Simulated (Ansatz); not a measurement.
Geometry relaxation of WSi2

System: WSi2 (3 atoms in the cell).
Method: DFT PBE, scalar-relativistic, plane waves, PAW, no spin polarisation (Ansatz 0.2.0).

The structure derives from an entry of the Crystallography Open Database. It belongs to a series of runs on one base structure; here: volume × 1.10, shape and atoms relaxed.

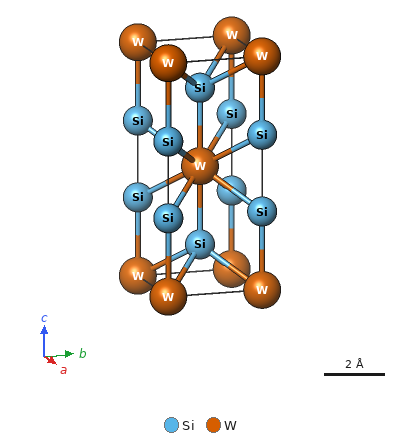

The starting structure (ball-and-stick view of the cell 2 times as large as that of the calculation, set on its symmetry axes, seen slightly off an axis). An atom can appear more than once, as a periodic image.

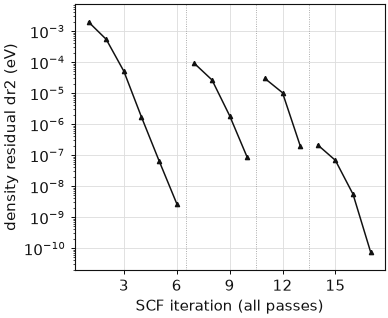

Convergence of the self-consistent field: density residual dr2 against the SCF iteration. The dotted lines part the SCF passes of the relaxation: geometry steps, rejected trials and re-solves on a re-selected basis. The passes take 6, 4, 3 and 4 iterations.

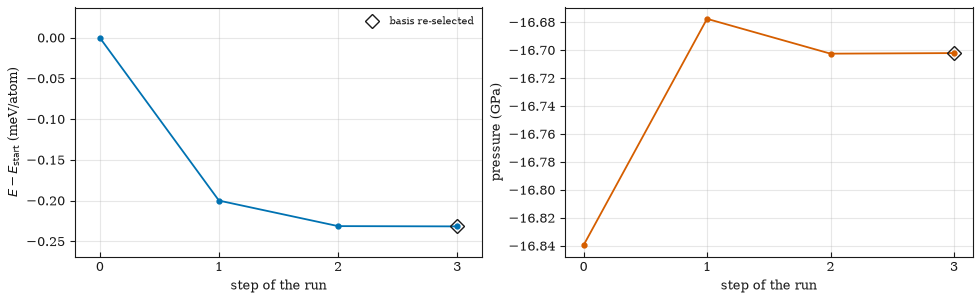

Progress of the relaxation, step by step (the first geometry is step 0 here and step 1 in the log). Over 2 geometry steps the energy falls by 0.2 meV per atom. The largest force component goes from 0.092 to 0.0042 eV/Å. Pressure: −16.84 GPa at the start and −16.70 GPa at the end. The largest moves relative to the cell, 0.006 Å, are those of Si1 and Si2. W stays in place. The space group stays I4/mmm (No. 139). A last SCF at the same geometry on a re-selected plane-wave basis shifts the energy by next to nothing (0.0 meV per atom). (Atoms are counted from 1 in the order of the input.)

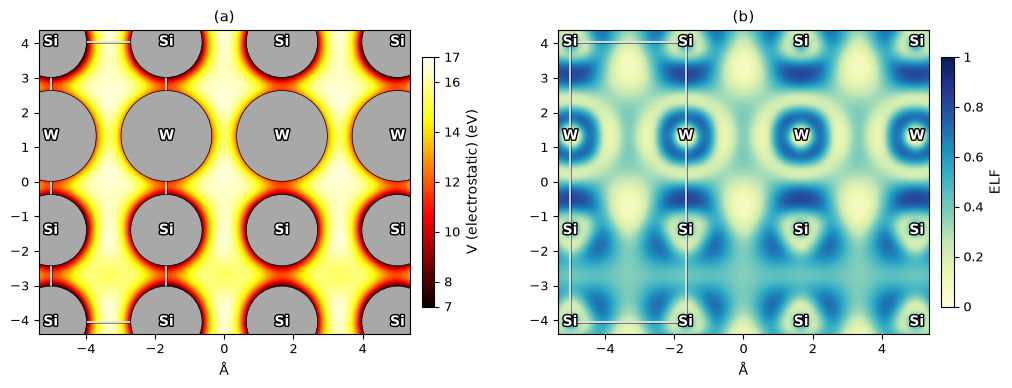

(a) electrostatic potential energy of an electron; (b) electron localisation function on the (100) plane of the conventional cell. Grey discs, where drawn, cover atomic cores. Si–W (2.72 Å): the ELF is about 0.45 at the midpoint. The strong features right at W lie inside the PAW spheres (semicore, d or f shells) and say nothing about bonding. Outside the cores the potential energy rises away from the atoms and is highest about 1.7 Å from the nearest atoms; outside the discs it spans about 9 eV, and its zero is arbitrary. In a PAW calculation such maps are meaningful between the atoms, not at the nuclei.

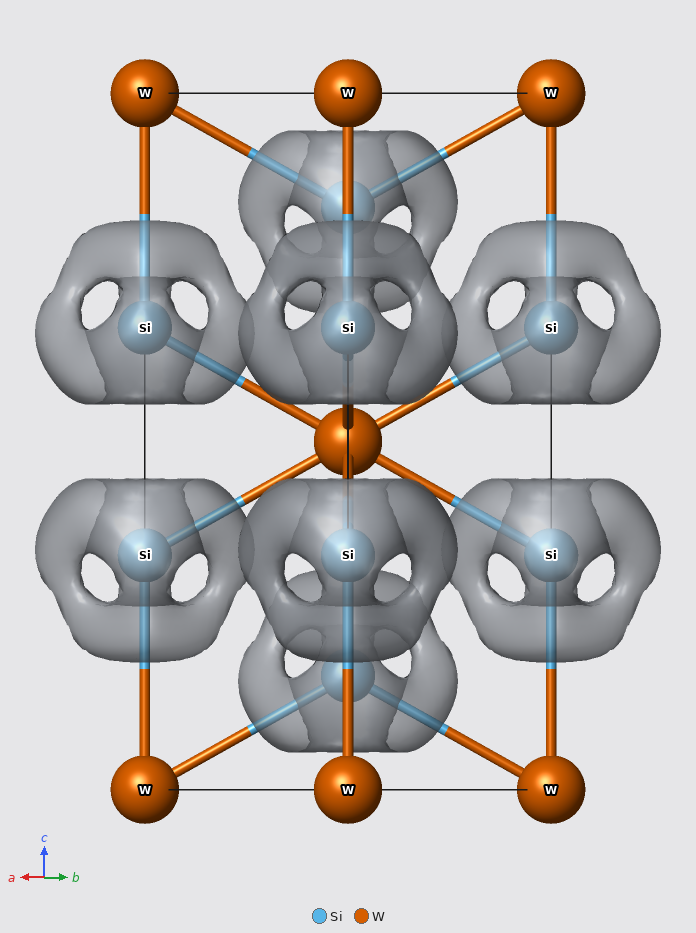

Isosurface of the ELF at 0.6 (grey), seen along [110]. Core shells and regions of very low density are left out. Sticks mark near contacts. The outline is the cell set on symmetry axes. Profiles from the grid: Si–W (2.71 Å): the ELF is about 0.50 at the midpoint.

The input that produced these results follows, with the program's output.

### The input
```yaml
crystal:
  lattice:
    - [-1.6686502579, 1.6686502579, 4.0507812605]
    - [1.6686502579, -1.6686502579, 4.0507812605]
    - [1.6686502579, 1.6686502579, -4.0507812605]
  atoms:
    - { symbol: Si, position: [0.3356159764, 0.3356159764, 0.0] }
    - { symbol: Si, position: [0.6643840236, 0.6643840236, 0.0] }
    - { symbol: W, position: [0.0, 0.0, 0.0] }
basis:
  ecutwfc: 420
kpoints:
  mp_grid: { grid: [18, 18, 18] }
hamiltonian:
  xc: pbe
scf:
  occupations: { method: gaussian, width: 0.1 }
output:
  forces: true
  stress: true
  eigenvalues: true
  write_density: true
  write_potential: true
  elf: true
  volumetric_format: npy
relax:
  adjacent_minimum: "off"
  f_tol: 0.01
  max_steps: 30
  cell: { stress_tol: 0.1, fix: [volume] }
```

Launched with:
```bash
ansatz run input.yaml --threads 1 --pin off --max-ram 2560MiB --backend cpu --events-out ev --progress --plain --runs-dir out
```

### Output
```
Engine: ansatz 0.2.0, aarch64-unknown-linux-gnu
Pseudopotentials: kind: paw
Pseudopotential: Si, paw, valence charge 4, recommended cutoff 420 eV (normal), Si.paw.azcp
Pseudopotential: W, paw, valence charge 14, recommended cutoff 420 eV (normal), W.paw.azcp
Functional definition: PBE
  parameter kappa = 0.804
  parameter beta = 0.06672455060314922
  exchange = pbe_x(kappa = kappa, mu = beta*pi^2/3)
  correlation = pbe_c(beta = beta)
Crystal: 3 atoms, lattice volume = 45.116 Å³
Basis set: ecut = 420 eV, 897 PW (Γ), exchange–correlation on 64×64×64 points (8 copies of the dense FFT grid, shifted against one another)
Bands: 15, of which v1, the nominal top of the filled ones, is band 11 counted from 1 (10 counted from 0)
Symmetry: 16 space group operations
Space group: I4/mmm (ITA 139), of the structure as read, at distance tolerance 3.6e-5 Å
k-points: 480 of 5832
Non-local potential: Si, projectors of the file, l = 0: 2, l = 1: 2, l = 2: 2
Non-local potential: W, projectors of the file, l = 0: 3, l = 1: 2, l = 2: 2, l = 3: 1
PAW form: soft (Blöchl's): semilocal exchange-correlation on the pseudo side does not see the compensation charge
PAW one-centre angular grid: Si, 110 points (default); XC on 64 Gauss nodes
PAW one-centre angular grid: W, 590 points (default); XC on 64 Gauss nodes
Initial density: superposition of atomic densities (neutral atoms: chi_scale 0, normalization atom), corrected by the library's trained network
Initial wavefunctions: pseudopotential atomic-orbital guess
Functional: x = pbe(κ = 0.804, μ = 0.2195149727645171), c = pbe(β = 0.06672455060314922)
SCF iter   1: F=—  HF=-11657.226913 eV  |F-HF|=—  |Δ(HF+E_count)|=         —  Δρ=3.13e-3  dr2=1.96e-3  ethr=1.77e-3  ⟨swp⟩=5.0  Hψ=41381  notcnv=0
preconditioner: auto → Kerker (q_TF=auto, 2.421 Å⁻¹)  [metal: Δε(μ)=0.057 eV  Ē_g=7.368 eV  σ=0.100 eV  W_gap=0.31  n_scr=10 (ndim 8)  ℏωp=20.7 eV  f_vac=0.000  D(μ)=0.23/eV (n_scr^D=0)]
SCF iter   2: F=—  HF=-11657.227472 eV  |F-HF|=—  |Δ(HF+E_count)|=   5.58e-4  Δρ=1.75e-3  dr2=5.43e-4  ethr=8.91e-6  ⟨swp⟩=1.1  Hψ=11270  notcnv=0
SCF iter   3: F=—  HF=-11657.227749 eV  |F-HF|=—  |Δ(HF+E_count)|=   2.78e-4  Δρ=3.60e-4  dr2=5.07e-5  ethr=2.47e-6  ⟨swp⟩=1.8  Hψ=9706  notcnv=0
SCF iter   4: F=—  HF=-11657.227743 eV  |F-HF|=—  |Δ(HF+E_count)|=   6.14e-6  Δρ=7.11e-5  dr2=1.69e-6  ethr=2.31e-7  ⟨swp⟩=2.6  Hψ=10482  notcnv=0
iter 5 did not close the SCF: its close was put off for the readings that it lacked (scf_convergence_deferred on its scf_iter line)
SCF iter   5: F=-11657.227744 eV  HF=-11657.227744 eV  |F-HF|=2.89e-8  |Δ(HF+E_count)|=   2.49e-7  Δρ=1.10e-5  dr2=6.52e-8  ethr=7.67e-9  ⟨swp⟩=2.0  Hψ=10282  notcnv=0
SCF iter   6: F=-11657.227744 eV  HF=-11657.227744 eV  |F-HF|=1.33e-9  |Δ(HF+E_count)|=  2.44e-10  Δρ=2.06e-6  dr2=2.72e-9  ethr=2.96e-10  ⟨swp⟩=6.6  Hψ=40906  notcnv=0
SCF 1 converged in 6 iterations: F = -11657.227744 eV  dr2 = 2.72e-9
  greatest PAW one-centre occupation: 1.000 electrons in one spin orbital (limit 2), on the W atom at site 2 (counted from 0), in its partial waves of l = 0
relax step   1: F+E_penalty+E_count = -11657.22774353 eV  Δ(F+E_penalty+E_count) = +0.000e0 eV  max|allowed force component| = 9.171e-2 eV/Å  Δτ_max = 0.0000 Å  P = -16.840 GPa  Ω = 45.116 Å³  fix = [volume]  reactions: volume -16.840 GPa  (6 SCF iters, dr2 threshold 1.00e-7 eV, accepted)
Initial density: handed on by an earlier stage of this run
Initial wavefunctions: those handed on with the density
iter 1 solved again at ethr=3.01e-7 eV; its pass at ethr=3.10e-3 eV (dr2=6.62e-5 eV) is discarded
SCF iter   1: F=—  HF=-11657.228372 eV  |F-HF|=—  |Δ(HF+E_count)|=         —  Δρ=5.25e-4  dr2=9.08e-5  ethr=3.01e-7  ⟨swp⟩=2.1  Hψ=43469  notcnv=0
preconditioner: auto → Kerker (q_TF=auto, 2.421 Å⁻¹)  [metal: Δε(μ)=0.038 eV  Ē_g=7.375 eV  σ=0.100 eV  W_gap=0.20  n_scr=10 (ndim 8)  ℏωp=20.7 eV  f_vac=0.000  D(μ)=0.24/eV (n_scr^D=0)]
SCF iter   2: F=—  HF=-11657.228353 eV  |F-HF|=—  |Δ(HF+E_count)|=   1.98e-5  Δρ=2.85e-4  dr2=2.66e-5  ethr=3.01e-7  ⟨swp⟩=1.1  Hψ=7449  notcnv=0
SCF iter   3: F=—  HF=-11657.228344 eV  |F-HF|=—  |Δ(HF+E_count)|=   8.21e-6  Δρ=5.40e-5  dr2=1.87e-6  ethr=1.21e-7  ⟨swp⟩=2.3  Hψ=10544  notcnv=0
SCF iter   4: F=-11657.228344 eV  HF=-11657.228344 eV  |F-HF|=3.23e-8  |Δ(HF+E_count)|=   4.37e-7  Δρ=1.41e-5  dr2=8.42e-8  ethr=1.36e-9  ⟨swp⟩=9.9  Hψ=51582  notcnv=0
SCF 2 converged in 4 iterations: F = -11657.228344 eV  dr2 = 8.42e-8
relax step   2: F+E_penalty+E_count = -11657.22834393 eV  Δ(F+E_penalty+E_count) = -6.004e-4 eV  max|allowed force component| = 6.128e-3 eV/Å  Δτ_max = 0.0060 Å  P = -16.678 GPa  Ω = 45.116 Å³  fix = [volume]  reactions: volume -16.678 GPa  (4 SCF iters, dr2 threshold 3.00e-7 eV, accepted)
iter 1 solved again at ethr=7.77e-8 eV; its pass at ethr=3.10e-3 eV (dr2=1.71e-5 eV) is discarded
SCF iter   1: F=—  HF=-11657.228450 eV  |F-HF|=—  |Δ(HF+E_count)|=         —  Δρ=2.21e-4  dr2=2.97e-5  ethr=7.77e-8  ⟨swp⟩=2.0  Hψ=43001  notcnv=0
preconditioner: auto → Kerker (q_TF=auto, 2.421 Å⁻¹)  [metal: Δε(μ)=0.041 eV  Ē_g=7.374 eV  σ=0.100 eV  W_gap=0.23  n_scr=10 (ndim 8)  ℏωp=20.7 eV  f_vac=0.000  D(μ)=0.24/eV (n_scr^D=0)]
SCF iter   2: F=—  HF=-11657.228442 eV  |F-HF|=—  |Δ(HF+E_count)|=   8.23e-6  Δρ=1.24e-4  dr2=1.03e-5  ethr=7.77e-8  ⟨swp⟩=2.0  Hψ=9724  notcnv=0
SCF iter   3: F=-11657.228438 eV  HF=-11657.228438 eV  |F-HF|=1.48e-7  |Δ(HF+E_count)|=   3.93e-6  Δρ=1.55e-5  dr2=2.03e-7  ethr=1.36e-9  ⟨swp⟩=7.6  Hψ=49663  notcnv=0
SCF 3 converged in 3 iterations: F = -11657.228438 eV  dr2 = 2.03e-7
relax step   3: F+E_penalty+E_count = -11657.22843790 eV  Δ(F+E_penalty+E_count) = -9.397e-5 eV  max|allowed force component| = 4.017e-3 eV/Å  Δτ_max = 0.0002 Å  P = -16.703 GPa  Ω = 45.116 Å³  fix = [volume]  reactions: volume -16.703 GPa  (3 SCF iters, dr2 threshold 3.00e-7 eV, accepted)
Initial wavefunctions: pseudopotential atomic-orbital guess (no wavefunctions were taken with the density)
iter 1 solved again at ethr=1.77e-8 eV; its pass at ethr=3.10e-3 eV (dr2=3.89e-6 eV) is discarded
SCF iter   1: F=—  HF=-11657.228438 eV  |F-HF|=—  |Δ(HF+E_count)|=         —  Δρ=3.86e-5  dr2=2.13e-7  ethr=1.77e-8  ⟨swp⟩=3.2  Hψ=61665  notcnv=0
preconditioner: auto → Kerker (q_TF=auto, 2.421 Å⁻¹)  [metal: Δε(μ)=0.044 eV  Ē_g=7.374 eV  σ=0.100 eV  W_gap=0.24  n_scr=10 (ndim 8)  ℏωp=20.7 eV  f_vac=0.000  D(μ)=0.24/eV (n_scr^D=0)]
SCF iter   2: F=—  HF=-11657.228438 eV  |F-HF|=—  |Δ(HF+E_count)|=   3.67e-8  Δρ=2.02e-5  dr2=6.79e-8  ethr=9.68e-10  ⟨swp⟩=1.7  Hψ=9158  notcnv=0
SCF iter   3: F=—  HF=-11657.228439 eV  |F-HF|=—  |Δ(HF+E_count)|=   2.95e-7  Δρ=2.38e-6  dr2=5.50e-9  ethr=3.09e-10  ⟨swp⟩=2.5  Hψ=10368  notcnv=0
SCF iter   4: F=-11657.228439 eV  HF=-11657.228439 eV  |F-HF|=1.77e-9  |Δ(HF+E_count)|=   3.17e-9  Δρ=1.41e-6  dr2=7.45e-11  ethr=1.00e-12  ⟨swp⟩=5.8  Hψ=39435  notcnv=0
SCF 4 converged in 4 iterations: F = -11657.228439 eV  dr2 = 7.45e-11
relax step   4: F+E_penalty+E_count = -11657.22843867 eV  Δ(F+E_penalty+E_count) = -7.692e-7 eV  max|allowed force component| = 4.175e-3 eV/Å  Δτ_max = 0.0000 Å  P = -16.702 GPa  Ω = 45.116 Å³  fix = [volume]  reactions: volume -16.702 GPa  stress off target by 4.69e-2 GPa on what of the cell is left free  SCF on the basis re-selected at this cell (its energy is not comparable with the rows above)  (4 SCF iters)
basis re-selected at this cell: Δ(F+E_penalty+E_count) = -7.692e-7 eV, ΔP = +0.000 GPa vs the last step (what re-selecting the basis moved, of the pressure what is left beyond the Pulay correction that the steps carried, after the strain that the cell walked since its last selection, with what the two solves' SCF thresholds leave and, on support functions, any second-order correction that the steps lacked; it is no measure of the basis error at this ecutwfc). This SCF's stress stands 4.69e-2 GPa from its target on what of the cell is left free (relax.cell.stress_tol is 1.00e-1 GPa) and its largest allowed force component is 4.18e-3 eV/Å (relax.f_tol is 1.00e-2 eV/Å): within both
SCF converged after 4 iterations
Free energy (F): -11657.228439 eV
Harris-Foulkes:  -11657.228439 eV  (|F-HF|=1.77e-9)
Internal energy: -11657.227224 eV  (E = F + TS)
E sigma→0 (E₀):  -11657.227831 eV
Entropy (-TS):   -0.001215 eV (-0.405 meV/atom)
Fermi energy:    14.694182 eV
--- Per-component energies (eV) ---
  E_band       = -120.581528
  E_kinetic    = 531.435549
  E_local      = -1021.249199  (includes V_loc(G=0)·N_el)
  E_nonlocal   = 49.494290
  E_hartree    = 391.555741
  E_xc         = -378.078553
  E_vxc        = -333.515864  (∫ρ·V_xc dr)
  E_paw        = -9587.579600  (= ΣΔE_a)
  E_vpaw       = -129.857791  (= ΣTr[D̂ρ^β])
  E_aug_tail   = -0.000047  (compensation charges beyond the density's cutoff)
  E_ewald      = -1642.805405
  E_smearing   = -0.001215  (= −TS)
  E_closure    = 0.000000  (closes the sum)
  Σ components = -11657.228439   (vs F -11657.228439, Δ=0.00e0)
--- Forces (eV/Å), atoms counted from 1 ---
  atom   1  Si    -0.00000000     0.00000000    -0.00417520
  atom   2  Si    -0.00000000     0.00000000     0.00417520
  atom   3  W     -0.00000000     0.00000000     0.00000000
  max |Σ_I F_I| component: 2.78e-17 eV/Å
--- Stress (GPa, compression-positive) ---
      -16.678686      -0.000000      -0.000000
       -0.000000     -16.678686      -0.000000
       -0.000000      -0.000000     -16.748993
  P = ⅓ Tr σ = -16.7021 GPa (-167.021 kbar)
--- Band table (eV; the first three rows and the last of 480) ---
  k-point 0: bands = ["-59.2814", "-23.5194", "-23.5194", "-23.4815", "1.5722", "8.5493", "10.9256", "11.8794", "12.1994", "12.1994", "15.1904", "16.8970", "17.3945", "17.3945", "18.0948"]
  k-point 1: bands = ["-59.2811", "-23.5233", "-23.5229", "-23.4808", "1.6626", "8.6300", "10.6730", "11.8885", "11.9830", "12.4788", "14.7324", "16.7436", "17.4410", "17.4609", "18.2875"]
  k-point 2: bands = ["-59.2804", "-23.5347", "-23.5332", "-23.4786", "1.9303", "8.8579", "10.2356", "11.4523", "11.9218", "12.9332", "13.7290", "16.5145", "17.5769", "17.6323", "18.5881"]
  k-point 479: bands = ["-59.2813", "-23.5201", "-23.5201", "-23.4908", "3.6717", "4.3316", "11.4475", "12.4865", "13.9095", "13.9095", "14.2851", "14.2851", "15.3309", "18.4126", "18.9139"]
--- Relaxed structure (3 steps of the walk, 3 accepted, 1 SCFs on fresh bases) ---
  F+E_penalty+E_count = -11657.22843867 eV   max|allowed force component| = 4.175e-3 eV/Å   (the final SCF, on the basis selected at the relaxed cell)
  cell:  # Å, volume = 45.1159 Å³
    - [-1.6697260674061227, 1.6697260674061227, 4.045563081089268]
    - [1.6697260674061227, -1.6697260674061227, 4.045563081089268]
    - [1.6697260674061227, 1.6697260674061227, -4.045563081089268]
  atoms:
    - { symbol: Si, position: [0.3363712070740345, 0.3363712070740345, 6.891220716592251e-36] }
    - { symbol: Si, position: [0.6636287929259657, 0.6636287929259657, 9.952817082201323e-36] }
    - { symbol: W, position: [-3.568701452096932e-20, -3.568701452096934e-20, -1.7132423332362123e-35] }
```

### Trajectory as extended XYZ (Å, eV, eV/Å), 4 frames, from step=1 to step=4
```
3
Lattice="-1.6686 1.6686 4.0508 1.6686 -1.6686 4.0508 1.6686 1.6686 -4.0508" Properties=species:S:1:pos:R:3:forces:R:3 step=1 energy=-11657.22774 pressure_GPa=-16.84
Si    0.0000    0.0000    2.7190    0.0000   0.0000   0.0917
Si    0.0000    0.0000    5.3825    0.0000   0.0000  -0.0917
W     0.0000    0.0000    0.0000    0.0000   0.0000   0.0000
3
Lattice="-1.6709 1.6709 4.0400 1.6709 -1.6709 4.0400 1.6709 1.6709 -4.0400" Properties=species:S:1:pos:R:3:forces:R:3 step=2 energy=-11657.22834 pressure_GPa=-16.68
Si    0.0000    0.0000    2.7177    0.0000   0.0000  -0.0061
Si    0.0000    0.0000    5.3623    0.0000   0.0000   0.0061
W     0.0000    0.0000    0.0000    0.0000   0.0000   0.0000
3
Lattice="-1.6697 1.6697 4.0456 1.6697 -1.6697 4.0456 1.6697 1.6697 -4.0456" Properties=species:S:1:pos:R:3:forces:R:3 step=3 energy=-11657.22844 pressure_GPa=-16.70
Si    0.0000    0.0000    2.7216    0.0000   0.0000  -0.0040
Si    0.0000    0.0000    5.3695    0.0000   0.0000   0.0040
W     0.0000    0.0000    0.0000    0.0000   0.0000   0.0000
3
Lattice="-1.6697 1.6697 4.0456 1.6697 -1.6697 4.0456 1.6697 1.6697 -4.0456" Properties=species:S:1:pos:R:3:forces:R:3 step=4 energy=-11657.22844 pressure_GPa=-16.70
Si    0.0000    0.0000    2.7216    0.0000   0.0000  -0.0042
Si    0.0000    0.0000    5.3695    0.0000   0.0000   0.0042
W     0.0000    0.0000    0.0000    0.0000   0.0000   0.0000
```

### Summary

- outcome: converged
- space group (tolerance 0.01 Å): I4/mmm (139)
- electrons treated: 22
- free energy: −11657.2284 eV
- Fermi energy: 14.694 eV
- gap on the k-point mesh: none (metallic)
- pressure: −16.70 GPa
- final volume: 45.12 Å³
- largest force (length of the vector) at the end: 0.004 eV/Å
- final cell: a = 4.684 Å, b = 4.684 Å, c = 4.684 Å, α = 138.24°, β = 138.24°, γ = 60.54°
- hardware: 1 thread of Arm Neoverse V1, 24 GiB of memory available, shared host
- wall time: 91 s
- peak memory: 0.59 GiB

### Remarks

Spin–orbit coupling is left out, which matters for W. The cell is under a tension of 16.7 GPa at this level, so it is not at its equilibrium volume.
